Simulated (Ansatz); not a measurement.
**Run report: CuO, single-point calculation**

- system: CuO (Cc, 4 atoms in the cell)
- method: DFT PBEsol, scalar-relativistic, plane waves, PAW, spin-polarised (Ansatz 0.2.0)

The structure derives from an entry of the Crystallography Open Database. Figures and captions count atoms from 1; the log counts them from 0 in places.

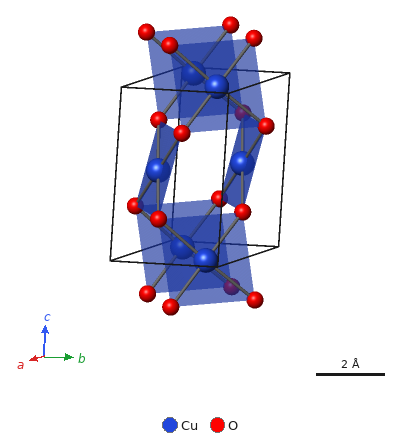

Fig. 1: The structure (polyhedral view of the cell 2 times as large as that of the calculation, set on its symmetry axes, seen slightly off an axis; polyhedra are completed across the faces of the cell). An atom can appear more than once, as a periodic image.

### Input file
```yaml
crystal:
  lattice:
    - [2.34465, -1.7134, 0.0]
    - [2.34465, 1.7134, 0.0]
    - [-0.86055, 0.0, 5.05944]
  atoms:
    - { symbol: Cu, position: [0.0032, 0.4968, 0.0], spin: 1.0 }
    - { symbol: Cu, position: [0.4968, 0.0032, 0.5], spin: 1.0 }
    - { symbol: O, position: [0.5714, 0.4056, 0.2537] }
    - { symbol: O, position: [0.4056, 0.5714, 0.7537] }
basis:
  ecutwfc: 420
kpoints:
  mp_grid: { grid: [6, 6, 4] }
hamiltonian:
  xc: pbesol
scf:
  occupations: { method: gaussian, width: 0.1 }
  lower_state_search: "off"
output:
  forces: true
  stress: true
  eigenvalues: true
  populations: true
magnetization:
  spin_polarized: true
```

Hardware: 2 threads of Intel Xeon @ 2.50GHz (Skylake/Cascade Lake), 192 GiB of memory available, shared host.

Run as:
```bash
ansatz run input.yaml --threads 2 --pin off --max-ram 5120MiB --backend cpu --events-out ev --progress --plain --runs-dir out
```

### The program's output
```
Engine: ansatz 0.2.0, x86_64-unknown-linux-gnu
Pseudopotentials: kind: paw
Pseudopotential: Cu, paw, valence charge 19, recommended cutoff 420 eV (normal), Cu.paw.azcp
Pseudopotential: O, paw, valence charge 6, recommended cutoff 420 eV (normal), O.paw.azcp
Functional definition: PBEsol
  exchange = pbesol_x
  correlation = pbesol_c
Crystal: 4 atoms, lattice volume = 40.651 Å³
Basis set: ecut = 420 eV, 789 PW (Γ), exchange–correlation on 40×40×72 points (8 copies of the dense FFT grid, shifted against one another)
Bands: 32, of which v1, the nominal top of the filled ones, is band 25 counted from 1 (24 counted from 0)
Symmetry: 2 space group operations
Space group: Cc (ITA 9), of the structure as read, at distance tolerance 3.4e-5 Å
Magnetic group: BNS 9.37 (UNI 44), of the structure as read, at distance tolerance 3.4e-5 Å
k-points: 47 of 144 (time reversal used)
Non-local potential: Cu, projectors of the file, l = 0: 3, l = 1: 2, l = 2: 3, l = 3: 1
Non-local potential: O, projectors of the file, l = 0: 2, l = 1: 2, l = 2: 1
PAW form: soft (Blöchl's): semilocal exchange-correlation on the pseudo side does not see the compensation charge
PAW frozen core: Cu, regenerated for the run's functional, and the local potential with it (the file was generated under x = pbe(κ = 0.804, μ = 0.2195149727645171), c = pbe(β = 0.06672455060314922))
PAW frozen core: O, regenerated for the run's functional, and the local potential with it (the file was generated under x = pbe(κ = 0.804, μ = 0.2195149727645171), c = pbe(β = 0.06672455060314922))
PAW one-centre angular grid: Cu, 590 points (default); XC on 64 Gauss nodes
PAW one-centre angular grid: O, 110 points (default); XC on 64 Gauss nodes
Initial density: superposition of atomic densities (chi_scale 0.1, normalization cell, long waves kept (reshape's long-wave potential 0.00 eV rms))
Starting moments: Σ|m| = 2 μB on 2 of 4 sites
Initial wavefunctions: pseudopotential atomic-orbital guess
Functional: x = pbesol(κ = 0.804, μ = 0.12345679012345678), c = pbesol(β = 0.046)
iter 1 solved again at ethr=9.50e-4 eV; its pass at ethr=3.10e-3 eV (dr2=4.75e-1 eV) is discarded
SCF iter   1: F=—  HF=-14295.841788 eV  |F-HF|=—  |Δ(HF+E_count)|=         —  Δρ=8.96e-2 (↑8.96e-2 ↓8.37e-2)  dr2=4.78e-1  dr2_m=2.43e0  M=0.556 μB ∫|m|=0.605 μB  β_m=0.30  ethr=9.50e-4  ⟨swp⟩=1.1  Hψ=14211  notcnv=0
preconditioner: auto → Kerker (q_TF=auto, 2.824 Å⁻¹)  [metal: Δε(μ)=0.003 eV  Ē_g=13.194 eV  σ=0.100 eV  W_gap=0.02  n_scr=20 (ndim 8)  ℏωp=34.0 eV  f_vac=0.000  D(μ)=2.02/eV (n_scr^D=20)]
spin=Collinear: Kerker preconditioning applied to the charge; magnetization (m = ρ↑ − ρ↓) channel mixes plain (no charge-response kernel on spin).
SCF iter   2: F=—  HF=-14296.041930 eV  |F-HF|=—  |Δ(HF+E_count)|=   2.00e-1  Δρ=7.04e-2 (↑7.04e-2 ↓5.41e-2)  dr2=2.16e-1  dr2_m=1.27e0  M=0.535 μB ∫|m|=0.581 μB  β_m=0.30  ethr=9.50e-4  ⟨swp⟩=2.2  Hψ=3904  notcnv=0
SCF iter   3: F=—  HF=-14296.212798 eV  |F-HF|=—  |Δ(HF+E_count)|=   1.71e-1  Δρ=5.15e-2 (↑5.15e-2 ↓3.92e-2)  dr2=8.51e-2  dr2_m=7.13e-1  M=0.494 μB ∫|m|=0.537 μB  β_m=0.30  ethr=4.33e-4  ⟨swp⟩=2.5  Hψ=5145  notcnv=0  defer=112
SCF iter   4: F=—  HF=-14296.303721 eV  |F-HF|=—  |Δ(HF+E_count)|=   9.09e-2  Δρ=3.68e-2 (↑3.68e-2 ↓2.93e-2)  dr2=2.60e-2  dr2_m=4.05e-1  M=0.457 μB ∫|m|=0.497 μB  β_m=0.30  ethr=1.70e-4  ⟨swp⟩=2.0  Hψ=4663  notcnv=0  defer=164
SCF iter   5: F=—  HF=-14296.319731 eV  |F-HF|=—  |Δ(HF+E_count)|=   1.60e-2  Δρ=2.72e-2 (↑2.72e-2 ↓2.48e-2)  dr2=4.64e-3  dr2_m=2.51e-1  M=0.410 μB ∫|m|=0.447 μB  β_m=0.30  ethr=5.21e-5  ⟨swp⟩=1.0  Hψ=2861  notcnv=0  defer=164
SCF iter   6: F=—  HF=-14296.333329 eV  |F-HF|=—  |Δ(HF+E_count)|=   1.36e-2  Δρ=2.08e-2 (↑2.03e-2 ↓2.08e-2)  dr2=1.59e-4  dr2_m=1.57e-1  M=0.372 μB ∫|m|=0.405 μB  β_m=0.30  ethr=9.29e-6  ⟨swp⟩=2.0  Hψ=4325  notcnv=0  defer=164
SCF iter   7: F=—  HF=-14296.342827 eV  |F-HF|=—  |Δ(HF+E_count)|=   9.50e-3  Δρ=1.75e-2 (↑1.52e-2 ↓1.75e-2)  dr2=1.51e-3  dr2_m=9.96e-2  M=0.340 μB ∫|m|=0.370 μB  β_m=0.30  ethr=3.17e-7  ⟨swp⟩=2.0  Hψ=5333  notcnv=0  defer=165
SCF iter   8: F=—  HF=-14296.348250 eV  |F-HF|=—  |Δ(HF+E_count)|=   5.42e-3  Δρ=1.38e-2 (↑1.22e-2 ↓1.38e-2)  dr2=7.26e-4  dr2_m=6.29e-2  M=0.313 μB ∫|m|=0.341 μB  β_m=0.30  ethr=3.17e-7  ⟨swp⟩=2.2  Hψ=4940  notcnv=0  defer=165
Mixer restart at iter 8: flushing history
spin-set hold released at iteration 8 (site moments contracting): the magnetisation degrees of freedom join the quasi-Newton model from the next iteration; the mixer history was flushed
SCF iter   9: F=—  HF=-14296.351818 eV  |F-HF|=—  |Δ(HF+E_count)|=   3.57e-3  Δρ=1.10e-2 (↑9.95e-3 ↓1.10e-2)  dr2=3.41e-4  dr2_m=4.08e-2  M=0.289 μB ∫|m|=0.315 μB  β_m=0.52  ethr=3.17e-7  ⟨swp⟩=2.1  Hψ=4355  notcnv=0  defer=167
SCF iter  10: F=—  HF=-14296.359250 eV  |F-HF|=—  |Δ(HF+E_count)|=   7.43e-3  Δρ=3.65e-3 (↑2.79e-3 ↓3.65e-3)  dr2=3.47e-4  dr2_m=3.82e-3  M=0.187 μB ∫|m|=0.203 μB  β_m=0.82  ethr=3.17e-7  ⟨swp⟩=2.0  Hψ=5445  notcnv=0  defer=170
SCF iter  11: F=—  HF=-14296.361483 eV  |F-HF|=—  |Δ(HF+E_count)|=   2.23e-3  Δρ=2.63e-3 (↑2.63e-3 ↓1.52e-3)  dr2=2.80e-3  dr2_m=6.34e-4  M=0.120 μB ∫|m|=0.130 μB  β_m=0.75  ethr=3.17e-7  ⟨swp⟩=2.1  Hψ=5518  notcnv=0  defer=169
SCF iter  12: F=—  HF=-14296.361111 eV  |F-HF|=—  |Δ(HF+E_count)|=   3.72e-4  Δρ=1.24e-3 (↑1.02e-3 ↓1.24e-3)  dr2=1.02e-4  dr2_m=4.43e-4  M=0.103 μB ∫|m|=0.111 μB  β_m=0.87  ethr=3.17e-7  ⟨swp⟩=2.0  Hψ=5409  notcnv=0  defer=169
SCF iter  13: F=—  HF=-14296.361670 eV  |F-HF|=—  |Δ(HF+E_count)|=   5.59e-4  Δρ=3.05e-4 (↑2.90e-4 ↓3.05e-4)  dr2=4.79e-6  dr2_m=2.96e-5  M=0.023 μB ∫|m|=0.025 μB  β_m=0.94  ethr=2.03e-7  ⟨swp⟩=2.0  Hψ=5238  notcnv=0  defer=170
SCF iter  14: F=—  HF=-14296.361703 eV  |F-HF|=—  |Δ(HF+E_count)|=   3.25e-5  Δρ=1.84e-4 (↑1.45e-4 ↓1.84e-4)  dr2=2.30e-5  dr2_m=1.45e-6  M=0.005 μB ∫|m|=0.006 μB  β_m=0.97  ethr=9.59e-9  ⟨swp⟩=2.0  Hψ=5219  notcnv=0  defer=170
SCF iter  15: F=—  HF=-14296.361699 eV  |F-HF|=—  |Δ(HF+E_count)|=   3.28e-6  Δρ=3.24e-5 (↑3.24e-5 ↓1.69e-5)  dr2=4.05e-7  dr2_m=3.33e-8  M=0.001 μB ∫|m|=0.001 μB  β_m=0.92  ethr=9.59e-9  ⟨swp⟩=2.0  Hψ=4960  notcnv=0  defer=170
SCF iter  16: F=—  HF=-14296.361700 eV  |F-HF|=—  |Δ(HF+E_count)|=   1.40e-7  Δρ=1.23e-5 (↑9.82e-6 ↓1.23e-5)  dr2=1.44e-7  dr2_m=1.59e-9  M=-0.000 μB ∫|m|=0.000 μB  β_m=0.96  ethr=8.09e-10  ⟨swp⟩=2.2  Hψ=4529  notcnv=0  defer=170
iter 17 did not close the SCF: its close was put off for a magnetic moment that had not settled (scf_convergence_deferred on its scf_iter line)
SCF iter  17: F=-14296.361700 eV  HF=-14296.361700 eV  |F-HF|=2.20e-8  |Δ(HF+E_count)|=   6.50e-9  Δρ=6.78e-6 (↑2.38e-6 ↓6.78e-6)  dr2=2.03e-8  dr2_m=3.34e-9  M=-0.000 μB ∫|m|=0.000 μB  β_m=0.92  ethr=2.00e-10  ⟨swp⟩=7.1  Hψ=10312  notcnv=0
iter 18 did not close the SCF: its close was put off for a magnetic moment that had not settled (scf_convergence_deferred on its scf_iter line)
SCF iter  18: F=-14296.361700 eV  HF=-14296.361700 eV  |F-HF|=1.78e-10  |Δ(HF+E_count)|=   1.88e-9  Δρ=1.29e-6 (↑1.29e-6 ↓9.31e-7)  dr2=1.08e-9  dr2_m=1.16e-10  M=-0.000 μB ∫|m|=0.000 μB  β_m=0.96  ethr=4.05e-11  ⟨swp⟩=1.9  Hψ=8685  notcnv=0
SCF iter  19: F=-14296.361700 eV  HF=-14296.361700 eV  |F-HF|=1.27e-11  |Δ(HF+E_count)|=  3.38e-10  Δρ=3.52e-7 (↑2.73e-7 ↓3.52e-7)  dr2=1.24e-10  dr2_m=4.76e-12  M=-0.000 μB ∫|m|=0.000 μB  ethr=2.16e-12  ⟨swp⟩=1.0  Hψ=7689  notcnv=0
WARN: the starting moments were not kept: the SCF closed with an absolute magnetisation of 5.8e-6 μB, where they sum to 2 μB in size (2 sites). That is at most 0.1 of that sum. Measured as dr2_m measures the in/out step, that magnetisation stands 2.2e-11 eV from none, at or under the dr2_threshold of 1.0e-7 eV: it is no larger than a step whose dr2_m would equal this threshold. The system may hold no moment; this SCF shows only that its start led to no more than that. To try another start: raise the starting moments (crystal.atoms[].spin, magnetization.per_species, magnetization.initial_magnetization, or on a non-collinear deck that types none of these the spinor_matrix: blocks that start its atoms; where the total moment is fixed, keep their sum and leave initial_magnetization as it is; typed ones take the place of any that the run laid by itself, positive ones on a crystal's lanthanoids without a Hubbard term where scf.initial_density.shell_occupations: [] is typed) or, if the notice of its spin-set hold's release reads "site moments contracting" or "site moments show no strong build", lengthen the hold (scf.mixing.spin_hold: { on: { confirm: 4 } }; for m-r²SCAN on two components see the key's manual first). Each may lead to a state that holds a moment. A second SCF, from the converged charge density, with the starting moments and any scf.initial_density.shell_occupations laid on it anew, would have followed, and was not run: the deck does not ask for one (magnetization.retry_lost_moments is false, the default). To let it run, set magnetization.retry_lost_moments: true and run the deck again, where that key's refused combinations let it; where memory then withholds it, that run's warning says so.
SCF 1 converged in 19 iterations: F = -14296.361700 eV  dr2 = 1.24e-10
  greatest PAW one-centre occupation: 1.000 electrons in one spin orbital (limit 2), on the Cu atom at site 1 (counted from 0), in its partial waves of l = 0
```

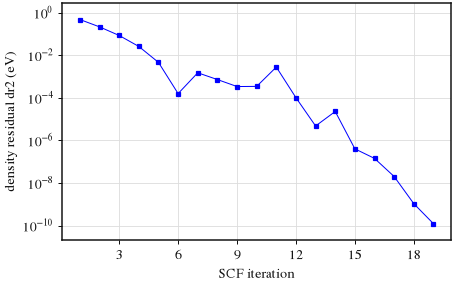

Fig. 2: Convergence of the self-consistent field: density residual dr2 against the SCF iteration. The residual falls unevenly and jumps up by a factor of two or more 3 times on the way down.

```
SCF converged after 19 iterations
Magnetization: -0.0000 μB (25.0000 up, 25.0000 down)
Absolute magnetization: 0.0000 μB (∫|ρ↑−ρ↓|, with the PAW one-centre terms)
Spin contamination: 0.0000 ħ² per cell (⟨S²⟩ above its minimum at these occupations)
Per-site moments (μB) at R_I (Å): [(-1.5085605287455281e-6, 0.7868002320176343), (-1.5085605283559158e-6, 0.7868002320176344), (-1.2218622252657555e-6, 0.7868002320176344), (-1.2218622252927102e-6, 0.7868002320176343)]
Free energy (F): -14296.361700 eV
Harris-Foulkes:  -14296.361700 eV  (|F-HF|=1.27e-11)
Internal energy: -14296.348377 eV  (E = F + TS)
E sigma→0 (E₀):  -14296.355038 eV
Entropy (-TS):   -0.013322 eV (-3.331 meV/atom)
Fermi energy:    12.018842 eV
--- Per-component energies (eV) ---
  E_band       = -861.379258
  E_kinetic    = 941.365507
  E_local      = -9671.312104  (includes V_loc(G=0)·N_el)
  E_nonlocal   = 883.214290
  E_hartree    = 4182.463275
  E_xc         = -320.482039
  E_vxc        = -413.494313  (∫ρ·V_xc dr)
  E_paw        = -3555.249904  (= ΣΔE_a)
  E_vpaw       = -966.084474  (= ΣTr[D̂ρ^β])
  E_aug_tail   = 0.005397  (compensation charges beyond the density's cutoff)
  E_ewald      = -6756.835779
  E_core_change = 0.482980  (= ΣΔE_core)
  E_smearing   = -0.013322  (= −TS)
  E_closure    = 0.000000  (closes the sum)
  Σ components = -14296.361700   (vs F -14296.361700, Δ=0.00e0)
--- Forces (eV/Å), atoms counted from 1 ---
  atom   1  Cu    -0.58066641     0.32321329     0.22435472
  atom   2  Cu    -0.58066641    -0.32321329     0.22435472
  atom   3  O      0.58066642     0.43023225    -0.22435517
  atom   4  O      0.58066642    -0.43023225    -0.22435517
  max |Σ_I F_I| component: 8.96e-7 eV/Å
--- Stress (GPa, compression-positive) ---
       -3.185736      -0.000000      -1.062813
       -0.000000      -0.404043       0.000000
       -1.062813       0.000000      -4.424003
  P = ⅓ Tr σ = -2.6713 GPa (-26.713 kbar)
--- Band table (eV; the first three rows and the last of 94) ---
  k-point 0 ↑: bands = ["-100.2238", "-100.2232", "-57.9133", "-57.9131", "-57.8784", "-57.8697", "-57.4618", "-57.4613", "-7.8649", "-6.5092", "3.7875", "6.4368", "6.8028", "8.6291", "8.7119", "8.7848", "8.9768", "9.2643", "9.3406", "9.5197", "9.7209", "9.8346", "9.9134", "10.4040", "12.2421", "12.9464", "13.6426", "17.8905", "20.0758", "25.1914", "27.4925", "28.1803"]
  k-point 1 ↑: bands = ["-100.2238", "-100.2233", "-57.9132", "-57.9131", "-57.8772", "-57.8711", "-57.4617", "-57.4614", "-7.6963", "-6.7457", "4.3714", "6.5664", "6.8197", "7.7265", "8.2881", "8.2925", "9.0940", "9.2595", "9.5508", "9.5972", "9.7764", "10.0191", "10.2779", "10.3161", "12.1894", "12.7202", "14.4312", "17.1344", "21.2604", "25.2097", "26.5704", "26.8940"]
  k-point 2 ↑: bands = ["-100.2235", "-100.2235", "-57.9131", "-57.9131", "-57.8741", "-57.8741", "-57.4616", "-57.4616", "-7.2538", "-7.2538", "5.8425", "5.8425", "6.8646", "6.8646", "7.9491", "7.9491", "9.2888", "9.2888", "9.6466", "9.6466", "9.8138", "9.8138", "10.5706", "10.5706", "12.2689", "12.2689", "15.8494", "15.8494", "23.5438", "23.5438", "26.1342", "26.1342"]
  k-point 46 ↓: bands = ["-100.2222", "-100.2222", "-57.9259", "-57.9259", "-57.8738", "-57.8738", "-57.4699", "-57.4699", "-6.3826", "-6.3826", "5.3905", "5.3905", "6.3444", "6.3444", "6.9770", "6.9770", "9.3397", "9.3397", "9.8004", "9.8004", "10.3933", "10.3933", "10.7494", "10.7494", "11.6032", "11.6032", "17.1085", "17.1085", "20.8960", "20.8960", "24.7584", "24.7584"]
--- Löwdin populations: 4 sites ---
  site symbol       q [e]    m [muB]
     0     Cu     18.0094    -0.0000
     1     Cu     18.0094    -0.0000
     2      O      6.8763    -0.0000
     3      O      6.8763    -0.0000
  spilling = 0.004570 (of n_electrons = 50.000000)
```

### File populations.tsv
```
# site	symbol	l	j	q_up	q_dn
# orbitals = lowdin
# n_electrons = 50.000000
# spilling = 0.004570
0	Cu	0_3S	-	0.998699	0.998699
0	Cu	0_4S	-	0.292238	0.292238
0	Cu	1_3P	-	2.999341	2.999341
0	Cu	2_3D	-	4.714417	4.714418
1	Cu	0_3S	-	0.998699	0.998699
1	Cu	0_4S	-	0.292238	0.292238
1	Cu	1_3P	-	2.999341	2.999341
1	Cu	2_3D	-	4.714417	4.714418
2	O	0_2S	-	0.928419	0.928419
2	O	1_2P	-	2.509755	2.509756
3	O	0_2S	-	0.928419	0.928419
3	O	1_2P	-	2.509755	2.509756
```

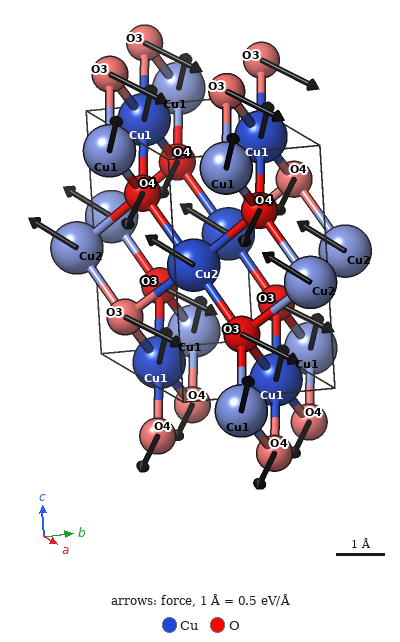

Fig. 3: Forces on the atoms as black arrows (ball-and-stick view of the cell 2 times as large as that of the calculation, set on its symmetry axes, seen slightly off an axis; neighbours outside the cell are drawn fainter; atoms are numbered from 1 in the order of the input). The largest act on O3, O4 (0.76 eV/Å); Cu1, Cu2 (0.70 eV/Å). The geometry is not a stationary point of this energy.

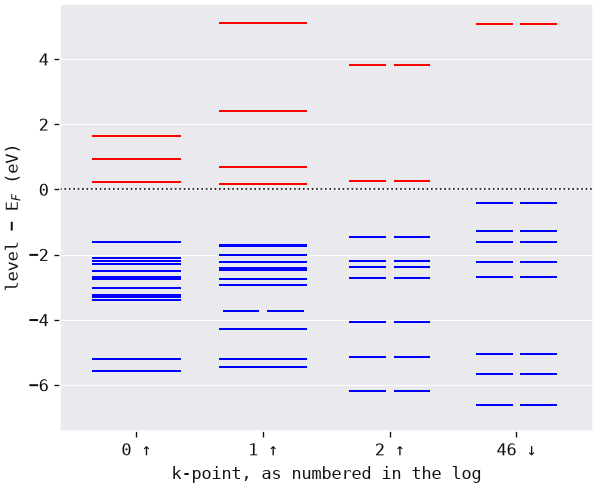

Fig. 4: Kohn–Sham levels near the Fermi level (dotted) at the few k-points that the log prints; levels within 0.02 eV of each other stand side by side. The system is metallic on the full mesh.

### Summary

| quantity | value |
| --- | --- |
| outcome | converged |
| space group (tolerance 0.01 Å) | Cc (9) |
| electrons treated | 50 |
| free energy | −14296.3617 eV |
| Fermi energy | 12.019 eV |
| gap on the k-point mesh | none (metallic) |
| net moment of the cell | 0.00 μB |
| integrated absolute moment | 0.00 μB |
| pressure | −2.67 GPa |
| largest force (length of the vector) | 0.757 eV/Å |
| wall time | 16 s (CPU time 30 s) |
| peak memory | 0.39 GiB |

### Notes

Warnings of the run: some starting moments were not kept.
